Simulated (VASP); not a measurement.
**Geometry relaxation, with input and output: Ru (part 2 of 4)**

Ru (slab, 6 atoms in the cell); Kohn-Sham DFT of a periodic cell, PBEsol, VASP PAW PBE potentials, recommended, no spin polarisation (VASP 6.6.1); cutoff 520 eV, 11×11×1 k-mesh, Gaussian smearing of 0.05 eV. The structure derives from an entry of the Crystallography Open Database. It belongs to a series of runs on one base structure; here: the (0 0 1) slab of Ru, cut from the database cell, not relaxed.

Geometry of the input (Å; fractional positions):
```
2.7058  -0.0000  0.0000
-1.3529  2.3433  0.0000
0.0000  0.0000  25.7048
Ru 0.6667  0.3333  0.2918
Ru 0.3333  0.6667  0.3751
Ru 0.6667  0.3333  0.4584
Ru 0.3333  0.6667  0.5416
Ru 0.6667  0.3333  0.6249
Ru 0.3333  0.6667  0.7082
```

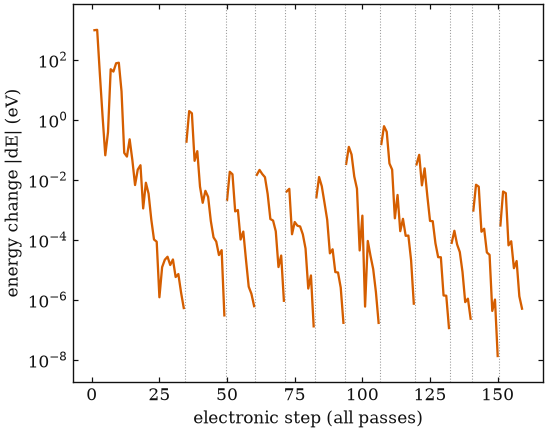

Figure 1. Convergence of the self-consistent field: energy change |dE| against the electronic step. Each stretch between dotted lines is the SCF of one geometry step of a relaxation. The 12 ionic steps take 8 to 34 electronic steps each. The density is held fixed in the first few steps, and dE rises again when its update begins.

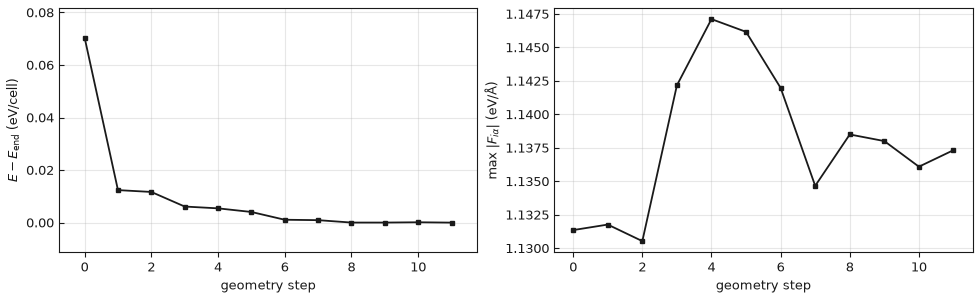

Figure 2. Progress of the relaxation, step by step (steps are counted from 0).

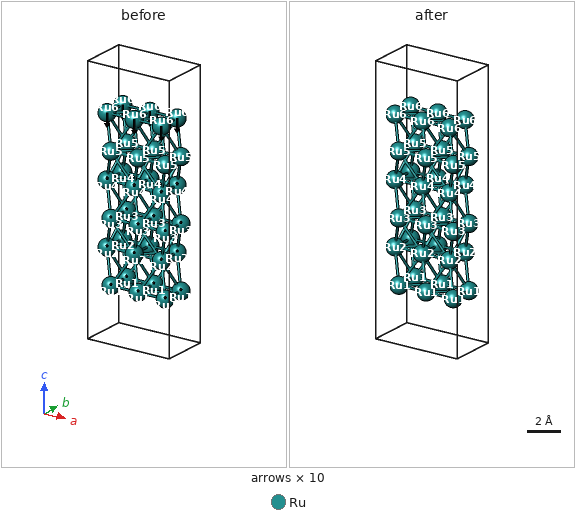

Figure 3. Before (left) and after (right) the relaxation, at one scale (ball-and-stick view of the 3 × 2 repeat of the cell, with the vacuum cut short, seen slightly off an axis). The black arrows give the displacements, magnified 10 times. Over 11 geometry steps the energy falls by 70.4 meV per cell of the calculation. The largest force component goes from 1.1 to 1.1 eV/Å. The largest move is that of Ru6, 0.10 Å. The cell doesn't change. Among the contacts that change: Ru5–Ru6 2.650 → 2.563 Å, Ru4–Ru5 2.650 → 2.635 Å. (Atoms are counted from 1 in the order of the input.)

Parts of OUTCAR
```
SYSTEM = Ru
   PREC = Accurate
   ENCUT = 520
   EDIFF = 1E-6
   ISMEAR = 0
   LREAL = .FALSE.
   LASPH = .TRUE.
   NELM = 80
   ISIF = 2
   GGA = PS
   IBRION = 2
   NSW = 60
   EDIFFG = -0.005

 ion  position               nearest neighbor table
   1  0.667  0.333  0.292-   2 2.65   2 2.65   2 2.65
   2  0.333  0.667  0.375-   1 2.65   3 2.65   1 2.65   3 2.65   1 2.65   3 2.65
   3  0.667  0.333  0.458-   2 2.65   2 2.65   4 2.65   4 2.65   2 2.65   4 2.65
   4  0.333  0.667  0.542-   5 2.65   5 2.65   3 2.65   3 2.65   5 2.65   3 2.65
   5  0.667  0.333  0.625-   4 2.65   6 2.65   4 2.65   6 2.65   4 2.65   6 2.65
   6  0.333  0.667  0.708-   5 2.65   5 2.65   5 2.65

  LATTYP: Found a hexagonal cell.
 ALAT       =     2.7057993342
 C/A-ratio  =     9.4998729858

  Lattice vectors:

 A1 = (   2.7057993342,   0.0000000000,   0.0000000000)
 A2 = (  -1.3528996671,   2.3432909610,   0.0000000000)
 A3 = (   0.0000000000,   0.0000000000,  25.7047500000)

Analysis of symmetry for initial positions (statically):
=====================================================================
 Subroutine PRICEL returns:
 Original cell was already a primitive cell.

 Routine SETGRP: Setting up the symmetry group for a
 hexagonal supercell.

 Subroutine GETGRP returns: Found 12 space group operations
 (whereof 12 operations were pure point group operations)
 out of a pool of 24 trial point group operations.

The static configuration has the point symmetry D_3d.

Analysis of symmetry for dynamics (positions and initial velocities):
=====================================================================
 Subroutine PRICEL returns:
 Original cell was already a primitive cell.

 Routine SETGRP: Setting up the symmetry group for a
 hexagonal supercell.

 Subroutine GETGRP returns: Found 12 space group operations
 (whereof 12 operations were pure point group operations)
 out of a pool of 24 trial point group operations.

The dynamic configuration has the point symmetry D_3d.

Analysis of constrained symmetry for selective dynamics:
=====================================================================
 Subroutine PRICEL returns:
 Original cell was already a primitive cell.

 Routine SETGRP: Setting up the symmetry group for a
 hexagonal supercell.

 Subroutine GETGRP returns: Found  6 space group operations
 (whereof  6 operations were pure point group operations)
 out of a pool of 24 trial point group operations.

The constrained configuration has the point symmetry C_3v.

 Subroutine INISYM returns: Found  6 space group operations
 (whereof  6 operations are pure point group operations),
 and found     1 'primitive' translations

----------------------------------------------------------------------------------------

                                     Primitive cell

  volume of cell :     162.9803

  direct lattice vectors                    reciprocal lattice vectors
     2.705799334  0.000000000  0.000000000     0.369576556  0.213375124  0.000000000
    -1.352899667  2.343290961  0.000000000     0.000000000  0.426750249  0.000000000
     0.000000000  0.000000000 25.704750000     0.000000000  0.000000000  0.038903316

  length of vectors
     2.705799334  2.705799334 25.704750000     0.426750249  0.426750249  0.038903316

  position of ions in fractional coordinates (direct lattice)
     0.666666667  0.333333333  0.291774866
     0.333333333  0.666666667  0.375064920
     0.666666667  0.333333333  0.458354973
     0.333333333  0.666666667  0.541645027
     0.666666667  0.333333333  0.624935080
     0.333333333  0.666666667  0.708225134

  ion indices of the primitive-cell ions
   primitive index   ion index
                 1           1
                 2           2
                 3           3
                 4           4
                 5           5
                 6           6

----------------------------------------------------------------------------------------

 KPOINTS: Automatic mesh

Automatic generation of k-mesh.
 Grid dimensions read from file:
 generate k-points for:   11   11    1

 Generating k-lattice:

  Cartesian coordinates                     Fractional coordinates (reciprocal lattice)
     0.033597869  0.019397739  0.000000000     0.090909091  0.000000000  0.000000000
     0.000000000  0.038795477  0.000000000     0.000000000  0.090909091  0.000000000
     0.000000000  0.000000000  0.038903316     0.000000000  0.000000000  1.000000000

  Length of vectors
     0.038795477  0.038795477  0.038903316

  Shift w.r.t. Gamma in fractional coordinates (k-lattice)
     0.000000000  0.000000000  0.000000000

 Subroutine IBZKPT returns following result:
 ===========================================

 Found     16 irreducible k-points:

 Following reciprocal coordinates:
            Coordinates               Weight
  0.000000  0.000000  0.000000      1.000000
  0.090909 -0.000000  0.000000      6.000000
  0.181818  0.000000  0.000000      6.000000
  0.272727  0.000000  0.000000      6.000000
  0.363636 -0.000000  0.000000      6.000000
  0.454545 -0.000000  0.000000      6.000000
  0.090909  0.090909  0.000000      6.000000
  0.181818  0.090909  0.000000     12.000000
  0.272727  0.090909  0.000000     12.000000
  0.363636  0.090909  0.000000     12.000000
  0.454545  0.090909  0.000000      6.000000
  0.181818  0.181818  0.000000      6.000000
  0.272727  0.181818  0.000000     12.000000
  0.363636  0.181818  0.000000     12.000000
  0.272727  0.272727  0.000000      6.000000
  0.363636  0.272727  0.000000      6.000000
   k-points           NKPTS =     16   k-points in BZ     NKDIM =     16   number of bands    NBANDS=     50
   number of dos      NEDOS =    301   number of ions     NIONS =      6
   total plane-waves  NPLWV =  76800
   dimension x,y,z NGX =    20 NGY =   20 NGZ =  192
   dimension x,y,z NGXF=    40 NGYF=   40 NGZF=  384
   ions per type =               6
   NGX,Y,Z   is equivalent  to a cutoff of  12.29, 12.29, 12.42 a.u.
   NGXF,Y,Z  is equivalent  to a cutoff of  24.58, 24.58, 24.84 a.u.
 SYSTEM =  Ru
   PREC   = accura    normal or accurate (medium, high low for compatibility)
   ISTART =      0    job   : 0-new  1-cont  2-samecut
   ICHARG =      2    charge: 1-file 2-atom 10-const
   ISPIN  =      1    spin polarized calculation?
   LNONCOLLINEAR =      F non collinear calculations
   LSORBIT =      F    spin-orbit coupling
   LASPH  =      T    aspherical Exc in radial PAW
   ENCUT  =  520.0 eV  38.22 Ry    6.18 a.u.   5.03  5.03 47.79*2*pi/ulx,y,z
   NELM   =     80;   NELMIN=  2; NELMDL= -5     # of ELM steps
   EDIFF  = 0.1E-05   stopping-criterion for ELM
   LREAL  =      F    real-space projection
   EDIFFG = -.5E-02   stopping-criterion for IOM
   NSW    =     60    number of steps for IOM
   IBRION =      2    ionic relax: 0-MD 1-quasi-New 2-CG
   NFREE  =      1    steps in history (QN), initial steepest desc. (CG)
   ISIF   =      2    stress and relaxation
   ISYM   =      2    0-nonsym 1-usesym 2-fastsym
   POTIM  = 0.5000    time-step for ionic-motion
   TEBEG  =    0.0;   TEEND  =   0.0 temperature during run
   PSTRESS=    0.0 pullay stress
   NELECT =      84.0000    total number of electrons
   NUPDOWN=      -1.0000    fix difference up-down
   EMIN   =  10.00;   EMAX   =-10.00  energy-range for DOS
   EFERMI =   0.00;   METHOD = LEGACY
   ISMEAR =     0;   SIGMA  =   0.05  broadening in eV -4-tet -1-fermi 0-gaus
   EFERMI_NEDOS =   21; number of points for ismear=-14 and -15
   IALGO  =     38    algorithm
   IMIX   =      4    mixing-type and parameters
     AMIX     =   0.40;   BMIX     =  1.00
     AMIX_MAG =   1.60;   BMIX_MAG =  1.00
  volume/ion in A,a.u.               =      27.16       183.31
  Fermi-wavevector in a.u.,A,eV,Ry     =   1.312571  2.480400 23.440703  1.722843
  Thomas-Fermi vector in A             =   2.442954
   LORBIT       =      0    0 simple, 1 ext, 2 COOP (PROOUT), +10 PAW based schemes
   GGA     = PS    functional components
   LHFCALC =     F    Hartree Fock is set to
   AEXX    =    0.0000 exact exchange contribution
   IVDW    =     0    specifies the selected vdW correction
   LEPSILON=     F    determine dielectric tensor
   LRPA    =     F    only Hartree local field effects (RPA)
 conjugate gradient relaxation of ions
 non-spin polarized calculation
 Gauss-broadening in eV      SIGMA  =   0.05
  energy-cutoff  :      520.00
  volume of cell :      162.98
 maximum number of plane-waves:      4435
 NGX is ok and might be reduce to    20
   NGX =  9   NGY =  9   NGZ = 95

--------------------------------------- Ionic step        1  -------------------------------------------

 number of electron      84.0000027 magnetization

 Free energy of the ion-electron system (eV)
  ---------------------------------------------------
  ext. energy  EPLUGINS =         0.00000000
  ---------------------------------------------------
  free energy    TOTEN  =       -58.47464116 eV

  energy without entropy =      -58.46392410  energy(sigma->0) =      -58.46928263

------------------------ aborting loop because EDIFF is reached ----------------------------------------

  FORCE on cell =-STRESS in cart. coord.  units (eV):
  Direction    XX          YY          ZZ          XY          YZ          ZX
  --------------------------------------------------------------------------------------
  -------------------------------------------------------------------------------------
  Total       -6.9723868     -6.9723868     -6.4010116     -0.0000000      0.0000000      0.0000000
  in kB      -68.5420151    -68.5420151    -62.9251138     -0.0000000      0.0000000      0.0000000
  external PRESSURE =     -66.6697147 kB  Pullay stress =       0.0000000 kB

 VOLUME and BASIS-vectors are now :
 -----------------------------------------------------------------------------
  energy-cutoff  :      520.00
  volume of cell :      162.98
      direct lattice vectors                 reciprocal lattice vectors
     2.705799334  0.000000000  0.000000000     0.369576556  0.213375124  0.000000000
    -1.352899667  2.343290961  0.000000000     0.000000000  0.426750249  0.000000000
     0.000000000  0.000000000 25.704750000     0.000000000  0.000000000  0.038903316

 POSITION                                       TOTAL-FORCE (eV/Angst)
 -----------------------------------------------------------------------------------
      1.35290      0.78110      7.50000         0.000000     -0.000000      1.131255
     -0.00000      1.56219      9.64095        -0.000000      0.000000     -0.803497
      1.35290      0.78110     11.78190         0.000000     -0.000000     -0.293843
     -0.00000      1.56219     13.92285        -0.000000     -0.000000      0.293827
      1.35290      0.78110     16.06380         0.000000      0.000000      0.803615
     -0.00000      1.56219     18.20475        -0.000000     -0.000000     -1.131357
 -----------------------------------------------------------------------------------
    total drift:                               -0.000000      0.000000     -0.000178

  FREE ENERGIE OF THE ION-ELECTRON SYSTEM (eV)
  ---------------------------------------------------
  free  energy   TOTEN  =       -58.4746411562 eV

  energy  without entropy=      -58.4639240994  energy(sigma->0) =      -58.46928263

--------------------------------------- Ionic step        2  -------------------------------------------

 number of electron      84.0000021 magnetization

------------------------ aborting loop because EDIFF is reached ----------------------------------------

  FORCE on cell =-STRESS in cart. coord.  units (eV):
  Direction    XX          YY          ZZ          XY          YZ          ZX
  --------------------------------------------------------------------------------------
  -------------------------------------------------------------------------------------
  Total       -6.4417877     -6.4417877     -5.1676856      0.0000000      0.0000000      0.0000000
  in kB      -63.3259628    -63.3259628    -50.8009080      0.0000000      0.0000000      0.0000000
  external PRESSURE =     -59.1509445 kB  Pullay stress =       0.0000000 kB

 VOLUME and BASIS-vectors are now :
 -----------------------------------------------------------------------------
  energy-cutoff  :      520.00
  volume of cell :      162.98
      direct lattice vectors                 reciprocal lattice vectors
     2.705799334  0.000000000  0.000000000     0.369576556  0.213375124  0.000000000
    -1.352899667  2.343290961  0.000000000     0.000000000  0.426750249  0.000000000
     0.000000000  0.000000000 25.704750000     0.000000000  0.000000000  0.038903316

 POSITION                                       TOTAL-FORCE (eV/Angst)
```
